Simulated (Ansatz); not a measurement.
System: SnO₂, space group Pbcn (No. 60).

The given structure:
```xyz
12
Lattice="4.7034 0.0000 0.0000 0.0000 5.6950 0.0000 0.0000 0.0000 5.2042" Properties=species:S:1:pos:R:3 pbc="T T T"
Sn    2.3517    3.8003    3.9032
Sn    0.0000    4.7421    1.3011
Sn    2.3517    1.8946    1.3011
Sn    0.0000    0.9528    3.9032
O     3.4382    3.4449    0.4041
O     1.0865    5.0975    4.8001
O     3.6169    5.0975    3.0062
O     1.2652    3.4449    2.1980
O     3.4382    2.2500    3.0062
O     1.0865    0.5974    2.1980
O     3.6169    0.5974    0.4041
O     1.2652    2.2500    4.8001
```

Computed with Ansatz 0.2.0: Born effective charges by linear response at the zone centre, in units of the proton charge, Cartesian axes of the given cell; plane waves with PAW datasets. Level: LDA, no spin polarisation.

| setting | value |
| --- | --- |
| wave cutoff | 420 eV |
| k mesh | 6×6×6 |
| occupations | fixed |
| pressure | 0 GPa |

What does the calculation give for the mean Born effective charge of each atom? The cases: Sn 1; Sn 2; Sn 3; Sn 4; O 1; O 2; O 3; O 4; O 5; O 6; O 7; O 8.

Sn 1, Sn 2, Sn 3 and Sn 4 share the largest size, 4.29 e, and the charges add up to 0.00 e. Sn 1, Sn 2, Sn 3 and Sn 4 are equally anisotropic; for Sn 1: its diagonal components run from 4.16 to 4.41 e. The Born charge xx, in e, is 4.157 for Sn 1, 4.157 for Sn 2, 4.157 for Sn 3, 4.157 for Sn 4, −2.079 for O 1, −2.079 for O 2, −2.079 for O 3, −2.079 for O 4, −2.079 for O 5, −2.079 for O 6, −2.079 for O 7 and −2.079 for O 8. The Born charge zz, in e, is 4.410 for Sn 1, 4.410 for Sn 2, 4.410 for Sn 3, 4.410 for Sn 4, −2.205 for O 1, −2.205 for O 2, −2.205 for O 3, −2.205 for O 4, −2.205 for O 5, −2.205 for O 6, −2.205 for O 7 and −2.205 for O 8.

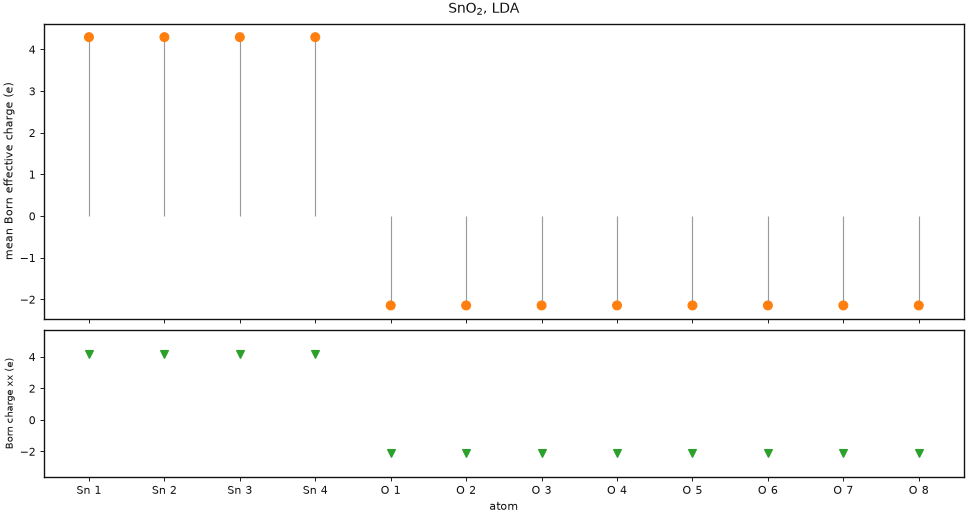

Note: field response not converged on the k mesh.
